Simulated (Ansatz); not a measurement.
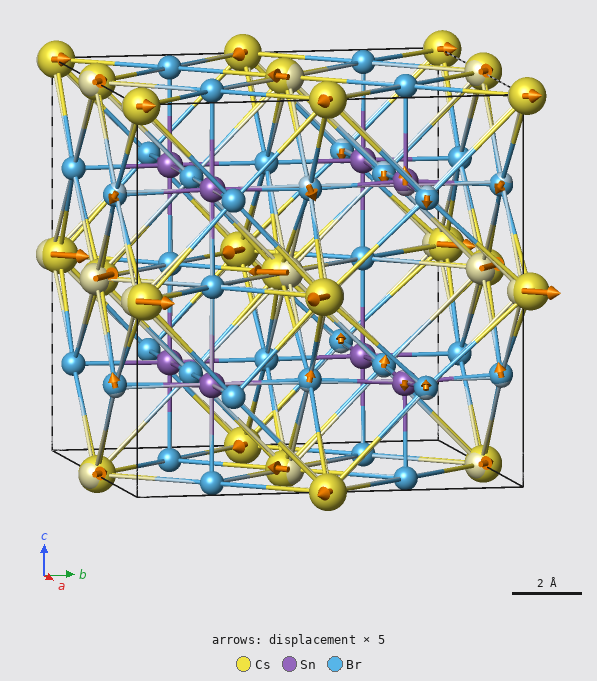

This is a relaxation of a defect cell of composition Cs$_{8}$Sn$_{8}$Br$_{23}$ (cell charge +1). The starting structure is drawn faded, the final one solid; orange arrows show the displacements, 5 times their true length.

A ball-and-stick model of the cell of the calculation (origin shifted), seen slightly off an axis.

The atoms of the start lie slightly off their symmetric places, so part of the fall in energy undoes that.

Method: DFT, PBEsol, PAW, plane waves (Ansatz 0.2.0).

The input:
```yaml
crystal:
  lattice:
    - [11.500000, 0.000000, 0.000000]
    - [0.000000, 11.500000, 0.000000]
    - [0.000000, 0.000000, 11.500000]
  atoms:
    - { symbol: Cs, position: [0.002584, 0.001135, 0.998808] }
    - { symbol: Cs, position: [0.998938, 0.000067, 0.500405] }
    - { symbol: Cs, position: [0.998532, 0.500209, 0.998287] }
    - { symbol: Cs, position: [0.001274, 0.502332, 0.497782] }
    - { symbol: Cs, position: [0.502232, 0.000495, 0.003194] }
    - { symbol: Cs, position: [0.500263, 0.994608, 0.499961] }
    - { symbol: Cs, position: [0.499931, 0.501170, 0.996414] }
    - { symbol: Cs, position: [0.502102, 0.498878, 0.500301] }
    - { symbol: Sn, position: [0.249489, 0.248829, 0.247825] }
    - { symbol: Sn, position: [0.250456, 0.250576, 0.746682] }
    - { symbol: Sn, position: [0.252824, 0.746309, 0.252535] }
    - { symbol: Sn, position: [0.248493, 0.747410, 0.747710] }
    - { symbol: Sn, position: [0.746634, 0.250532, 0.251180] }
    - { symbol: Sn, position: [0.749605, 0.250177, 0.751018] }
    - { symbol: Sn, position: [0.750394, 0.748678, 0.249881] }
    - { symbol: Sn, position: [0.748744, 0.748564, 0.749746] }
    - { symbol: Br, position: [0.250799, 0.249884, 0.001573] }
    - { symbol: Br, position: [0.248766, 0.748806, 0.999987] }
    - { symbol: Br, position: [0.251790, 0.748024, 0.503611] }
    - { symbol: Br, position: [0.751153, 0.248882, 0.999106] }
    - { symbol: Br, position: [0.750100, 0.250360, 0.501807] }
    - { symbol: Br, position: [0.750308, 0.750636, 0.998808] }
    - { symbol: Br, position: [0.750356, 0.753653, 0.498721] }
    - { symbol: Br, position: [0.001367, 0.248365, 0.252430] }
    - { symbol: Br, position: [0.001196, 0.249198, 0.752587] }
    - { symbol: Br, position: [0.999159, 0.751141, 0.248882] }
    - { symbol: Br, position: [0.003347, 0.750091, 0.750250] }
    - { symbol: Br, position: [0.500199, 0.248602, 0.254397] }
    - { symbol: Br, position: [0.498302, 0.251891, 0.749569] }
    - { symbol: Br, position: [0.500479, 0.750937, 0.249983] }
    - { symbol: Br, position: [0.498968, 0.749976, 0.749462] }
    - { symbol: Br, position: [0.249364, 0.000628, 0.250394] }
    - { symbol: Br, position: [0.253320, 0.998297, 0.751788] }
    - { symbol: Br, position: [0.249189, 0.499099, 0.249469] }
    - { symbol: Br, position: [0.252803, 0.500731, 0.747862] }
    - { symbol: Br, position: [0.747480, 0.998660, 0.247461] }
    - { symbol: Br, position: [0.748655, 0.999438, 0.750007] }
    - { symbol: Br, position: [0.746406, 0.502522, 0.251964] }
    - { symbol: Br, position: [0.750960, 0.499361, 0.748102] }
  symmetry: { detect: false }
kpoints:
  mp_grid: { grid: [1, 1, 1], shift: [0.25, 0.25, 0.25] }
hamiltonian:
  xc: pbesol
total_charge: 1
scf:
  occupations: { method: fermi_dirac, width: 0.01 }
relax:
  f_tol: 0.03
  max_steps: 80
  escape_saddle: false
  adjacent_minimum: "off"
output:
  forces: true
  eigenvalues: true
  populations: true
  charged_corrections: { epsilon: 30 }
```

Run as
```bash
ansatz run in.yaml --threads 8 --pin off --max-ram 118750MiB --runs-dir r --events-out ev --progress --plain --backend cuda --devices 0,
```

Which element moves most?

Caesium: up to 0.28 Å, against 0.11 Å for tin.

What happened in the run?

Cs2 moves most: 0.28 Å along [−1 −1 0]. Largest moves by element: Cs 0.28 Å, Sn 0.11 Å, Br 0.11 Å. The cell stays as it was. Some distances before and after: Cs8–Br23 4.091 → 3.797 Å, Cs4–Br23 4.084 → 3.795 Å, Cs2–Br23 4.025 → 3.779 Å, Cs6–Br23 3.994 → 3.776 Å. Bond angles that change, for instance: Cs2–Br19–Cs6 90.3° → 98.2°, Cs6–Br19–Cs8 89.6° → 82.1°, Cs2–Br19–Cs4 89.3° → 82.2°. The energy falls by 0.278 eV per cell of the calculation in 3 geometry steps. Largest force component: 0.49 eV/Å at the start, 0.021 eV/Å at the end. The run took 4.9 s on 1 × NVIDIA GB300 Max-Q with 8 threads of Arm Neoverse-V2, peak memory 2 GiB.

Limits of the set-up: the cell is charged, on a uniform background, and energies carry no finite-size correction.
